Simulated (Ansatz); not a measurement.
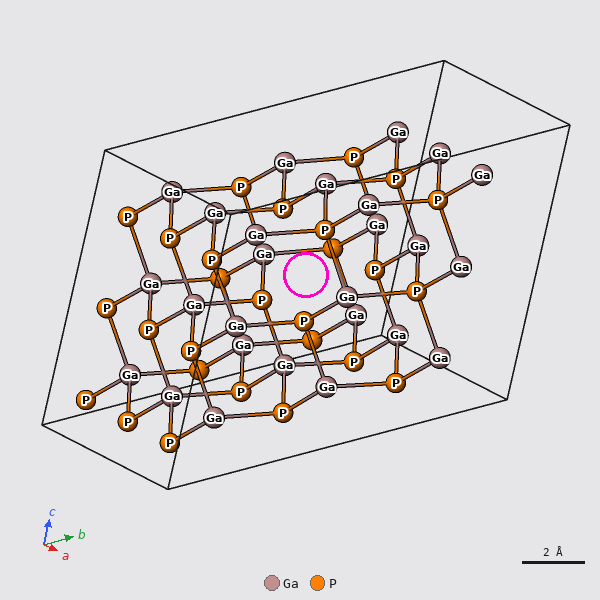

We look at a ball-and-stick model of the crystal slightly off an axis. Atoms at the boundary of the supercell (the box) are drawn once for each face, edge or corner they touch. The host is GaP, in a cell of 54 sites, and the cell carries a charge of -1. A ring marks the defect's site.

Question: Where does the cell differ from the host, and how?

Answer: A gallium vacancy. Around the empty site lie four P at about 2.4 Å.

Electronic-structure method: DFT PBE, scalar-relativistic, plane waves, PAW in Ansatz 0.2.0. Parameters: wavefunction cutoff 420 eV, a 1×1×1 sampling of the Brillouin zone, Gaussian smearing of 0.01 eV, collinear spins.

Question: Does the defective cell carry a moment?

Answer: Yes, 2.0 μB in the cell.

The atoms were relaxed in the host's cell with Ansatz 0.2.0, DFT PBE, scalar-relativistic, plane waves, PAW.
